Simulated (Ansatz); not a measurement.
# A series of single points on CdS

System: CdS (Imm2, 2 atoms in the cell).
Method: DFT PBE, scalar-relativistic, plane waves, PAW, no spin polarisation (Ansatz 0.2.0).

The 8 runs differ only in the geometry, by a shift of atoms along one path in a fixed cell. The shift s is measured from run 5: Cd1 moves along the Cartesian direction (0.00, 1.00, 0.00). The structure derives from an entry of the Crystallography Open Database.

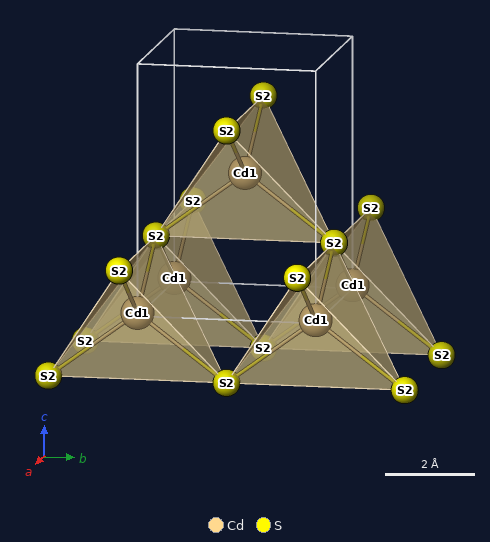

Figure 1. The structure of run 5 (polyhedral view of the cell 2 times as large as that of the calculation, set on its symmetry axes, seen slightly off an axis; polyhedra are completed across the faces of the cell; atoms are numbered from 1 in the order of the input). An atom can appear more than once, as a periodic image.

**Input of run 5**
```yaml
crystal:
  lattice:
    - [0.0, 2.91, 2.91]
    - [2.91, 0.0, 2.91]
    - [2.91, 2.91, 0.0]
  atoms:
    - { symbol: Cd, position: [0.0128865979, -0.0128865979, 0.0128865979] }
    - { symbol: S, position: [0.75, 0.75, 0.75] }
basis:
  ecutwfc: 420
kpoints:
  mp_grid: { grid: [8, 8, 8] }
hamiltonian:
  xc: pbe
scf:
  occupations: { method: gaussian, width: 0.05 }
output:
  forces: true
  stress: true
  eigenvalues: true
```

Command:
```bash
ansatz run input.yaml --threads 1 --pin off --max-ram 2560MiB --backend cpu --events-out ev --progress --plain --runs-dir out
```

Lattice vectors (Å) and fractional positions of run 5:
```
   0.000000    2.910000    2.910000
   2.910000    0.000000    2.910000
   2.910000    2.910000    0.000000
Cd  0.012887 -0.012887  0.012887
S   0.750000  0.750000  0.750000
```

Run 6 differs from it as follows:
```diff
-    - { symbol: Cd, position: [0.0128865979, -0.0128865979, 0.0128865979] }
+    - { symbol: Cd, position: [0.0214776632, -0.0214776632, 0.0214776632] }
```

**Results, with one run withheld**

```csv
run,shift s of Cd1 (Å),"free energy per atom, from the lowest run given (meV)",pressure (GPa),gap on the mesh (eV),force along the path (eV/Å)
1,−0.2750,50.71,4.27,1.17,1.016
2,−0.1750,12.20,3.54,1.16,0.519
3,−0.0500,0.00,3.31,1.15,−0.131
4,−0.0250,2.45,3.36,1.15,−0.261
5,0.0000,6.52,3.44,1.15,−0.390
6,0.0500,?,?,?,?
7,0.0750,28.35,3.85,1.16,−0.771
8,0.1000,38.76,4.04,1.16,−0.895
```

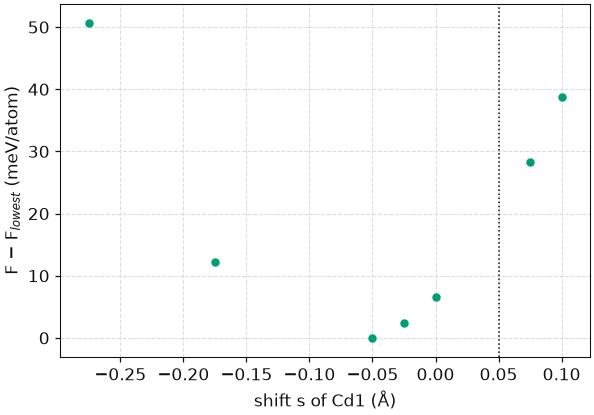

Figure 2. Free energy per atom of the runs given; the dotted line marks run 6.

What should run 6 give?

A cubic polynomial in the coordinate, fitted to the 7 runs given, misses them by at most 0.06 meV per atom. With x = s + 0.0500, it reads F = 0.053185 + 64.073 x + 1291.4 x² + 25.758 x³ (meV per atom). At run 6 it gives 19.40 meV per atom, and the run itself gives 19.48. The slope of the fit gives a force −dF/ds of −0.646 eV/Å along the path (summed over the atoms that move), and the printed forces give −0.646 eV/Å. The fit has its minimum at s = −0.0748 Å.

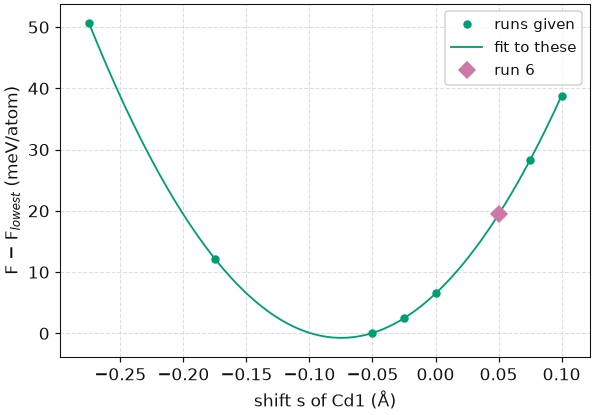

Figure 3. The fit and the withheld run.

**Output, shortened to warnings, some set-up lines, iterations and results (run 6)**
```
Basis set: ecut = 420 eV, 941 PW (Γ), exchange–correlation on 60×60×60 points (8 copies of the dense FFT grid, shifted against one another)
Symmetry: 4 space group operations
k-points: 95 of 512 (time reversal used)
Initial density: superposition of atomic densities (neutral atoms: chi_scale 0, normalization atom), corrected by the library's trained network
[...]
SCF iter   1: F=—  HF=-9157.760158 eV  |F-HF|=—  |Δ(HF+E_count)|=         —  Δρ=6.31e-4  dr2=2.47e-4  ethr=1.77e-3  ⟨swp⟩=5.5  Hψ=7967  notcnv=0
SCF iter   2: F=—  HF=-9157.760818 eV  |F-HF|=—  |Δ(HF+E_count)|=   6.60e-4  Δρ=3.34e-4  dr2=3.26e-5  ethr=9.52e-7  ⟨swp⟩=2.5  Hψ=3714  notcnv=0
SCF iter   3: F=—  HF=-9157.760843 eV  |F-HF|=—  |Δ(HF+E_count)|=   2.49e-5  Δρ=1.22e-4  dr2=3.63e-6  ethr=1.25e-7  ⟨swp⟩=2.0  Hψ=2393  notcnv=0
SCF iter   4: F=—  HF=-9157.760862 eV  |F-HF|=—  |Δ(HF+E_count)|=   1.91e-5  Δρ=4.11e-5  dr2=4.09e-7  ethr=1.40e-8  ⟨swp⟩=2.0  Hψ=2470  notcnv=0
SCF iter   5: F=-9157.760865 eV  HF=-9157.760865 eV  |F-HF|=8.28e-8  |Δ(HF+E_count)|=   2.78e-6  Δρ=7.89e-6  dr2=3.13e-8  ethr=1.57e-9  ⟨swp⟩=2.0  Hψ=2470  notcnv=0
SCF iter   6: F=-9157.760865 eV  HF=-9157.760865 eV  |F-HF|=3.91e-9  |Δ(HF+E_count)|=   9.44e-8  Δρ=2.67e-6  dr2=2.31e-9  ethr=1.21e-10  ⟨swp⟩=2.0  Hψ=5606  notcnv=0
SCF 1 converged in 6 iterations: F = -9157.760865 eV  dr2 = 2.31e-9
SCF converged after 6 iterations
Free energy (F): -9157.760865 eV
Harris-Foulkes:  -9157.760865 eV  (|F-HF|=3.91e-9)
Internal energy: -9157.760865 eV  (E = F + TS)
E sigma→0 (E₀):  -9157.760865 eV
Fermi energy:    7.601850 eV
--- Per-component energies (eV) ---
  E_band       = -505.026916
  E_kinetic    = 612.314573
  E_local      = -4004.053815  (includes V_loc(G=0)·N_el)
  E_nonlocal   = 62.115816
  E_hartree    = 1839.574409
  E_xc         = -274.121895
  E_vxc        = -309.421697  (∫ρ·V_xc dr)
  E_paw        = -4683.707710  (= ΣΔE_a)
  E_vpaw       = -545.130140  (= ΣTr[D̂ρ^β])
  E_aug_tail   = 0.000015  (compensation charges beyond the density's cutoff)
  E_ewald      = -2709.882259
  E_smearing   = -0.000000  (= −TS)
  E_closure    = -0.000000  (closes the sum)
  Σ components = -9157.760865   (vs F -9157.760865, Δ=0.00e0)
--- Forces (eV/Å), atoms counted from 1 ---
  atom   1  Cd    -0.00000000    -0.64603779     0.00000000
  atom   2  S      0.00000000     0.64603303     0.00000000
  max |Σ_I F_I| component: 4.76e-6 eV/Å
--- Stress (GPa, compression-positive) ---
        3.855321      -0.000000      -2.952233
        0.000000       3.331132       0.000000
       -2.952233       0.000000       3.855321
  P = ⅓ Tr σ = 3.6806 GPa (36.806 kbar)
```
